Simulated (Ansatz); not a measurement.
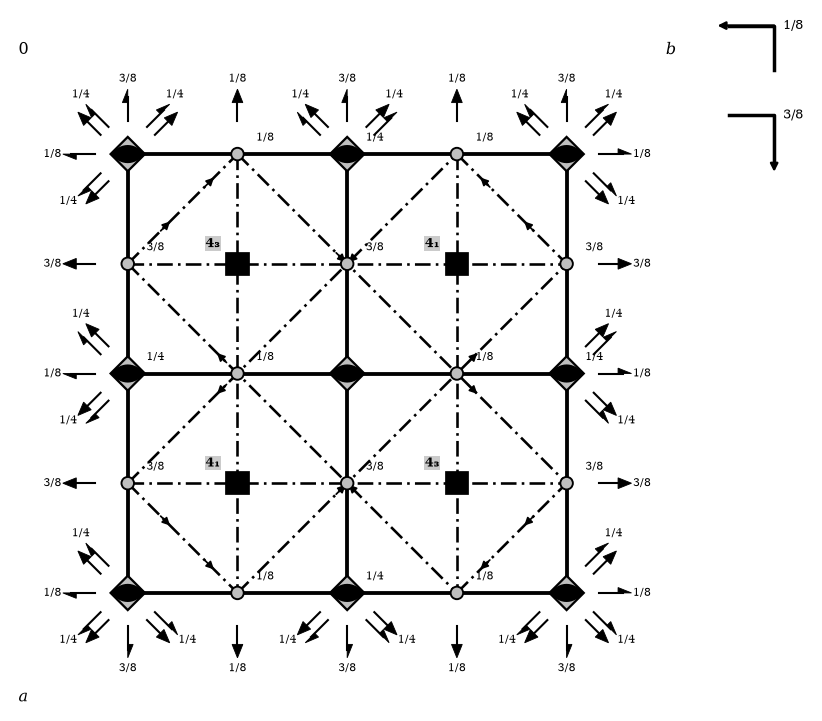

Symmetry elements of a space group, projected down c, computed from the operations of a computed or model structure of composition Y, which need not be its known form.

Graphical symbols as in the International Tables (origin upper left, heights as fractions; handed screw axes are marked by their printed symbols).

Identify the space group.

No. 141, I4₁/amd, origin choice 1; body-centred tetragonal, point group 4/mmm, 32 general positions a cell.

List the elements shown.

−4 axes along c at (0, 0; inversion point at height 0), (0, 1/2; inversion point at height 1/4), (1/2, 0; inversion point at height 1/4), (1/2, 1/2; inversion point at height 0); 4₃ axes along c at (1/4, 1/4), (3/4, 3/4); 4₁ axes along c at (1/4, 3/4), (3/4, 1/4); inversion centres at (0, 1/4; c height 1/8), (0, 3/4; c height 1/8), (1/4, 0; c height 3/8), (1/4, 1/2; c height 3/8), (1/2, 1/4; c height 1/8), (1/2, 3/4; c height 1/8), (3/4, 0; c height 3/8), (3/4, 1/2; c height 3/8); d glide planes holding c and [1 1 0] or [−1 1 0]; mirror planes normal to a, at x = 0, 1/2; n glide planes normal to a, at x = 1/4, 3/4; mirror planes normal to b, at y = 0, 1/2; n glide planes normal to b, at y = 1/4, 3/4; a b glide plane normal to c at height 1/8; an a glide plane normal to c at height 3/8; 2 axes along [1 1 0] at heights 0, 1/4; 2 axes along [−1 1 0] at heights 0, 1/4; 2 axes along a at height 1/8; 2 axes along b at height 3/8; 2₁ axes along [1 1 0] at heights 0, 1/4; 2₁ axes along [−1 1 0] at heights 0, 1/4; 2₁ axes along a at height 3/8; 2₁ axes along b at height 1/8. Heights repeat every half period; positions are (a, b) fractions, modulo 1.
